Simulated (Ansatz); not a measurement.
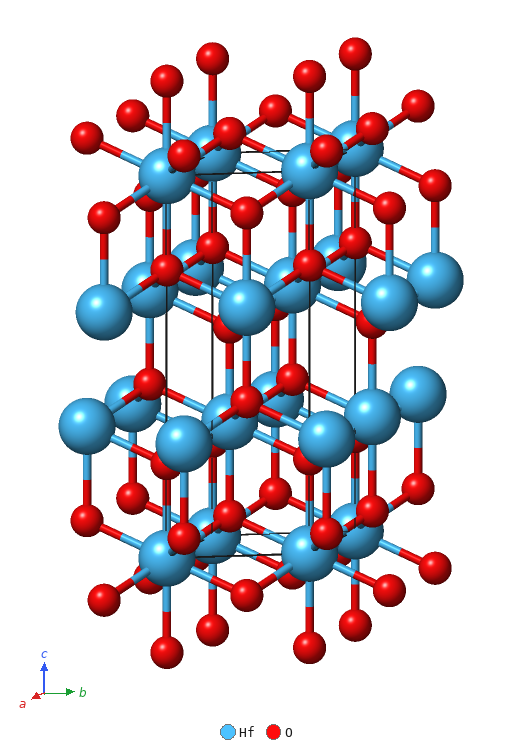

Ball-and-stick representation of a periodic structure, projected slightly off an axis. Atoms at the boundary of the conventional unit cell (the box) are drawn once for each face, edge or corner they touch. Atoms of adjacent cells appear where they bond to atoms in the box.

HfO₂, space group R-3m (No. 166), a = 3.449 Å, b = 3.449 Å, c = 9.175 Å, α = 90.00°, β = 90.00°, γ = 120.00°. It derives from a structure type filled with these elements by a generator (whether the compound takes this form wasn't checked). The cell was then strained or its atoms displaced on purpose. It was the input of a calculation with Ansatz.

This one geometry was computed with Ansatz (DFT, plane waves, PAW) at three levels of theory: r2SCAN, HSE06 and PBE. It was relaxed with r2SCAN and then strained.

Q: Which level gives the highest pressure at this volume, and what does that say about its equilibrium volume?

A: Highest: PBE (14.5 GPa), which points to the largest equilibrium volume. Lowest, with the smallest volume: r2SCAN (8.6 GPa) and HSE06 (8.2 GPa). Levels within 0.5 GPa of each other can't be told apart.

Q: How does the band gap change with the level of theory?

A: PBE: a gap of 3.90 eV, direct; r2SCAN: a gap of 4.41 eV, direct; HSE06: a gap of 5.52 eV, direct.

Q: Collect the results in a table.

A:
| level | cutoff (eV) | k-mesh of the run's cell | gap (eV) | pressure (GPa) |
| --- | --- | --- | --- | --- |
| r2SCAN | 500 | 8×8×8 | 4.41 | 8.6 |
| HSE06 | 420 | 6×6×6 | 5.52 | 8.2 |
| PBE | 420 | 8×8×8 | 3.90 | 14.5 |

Gaps are taken on the k-mesh or band path of each run.
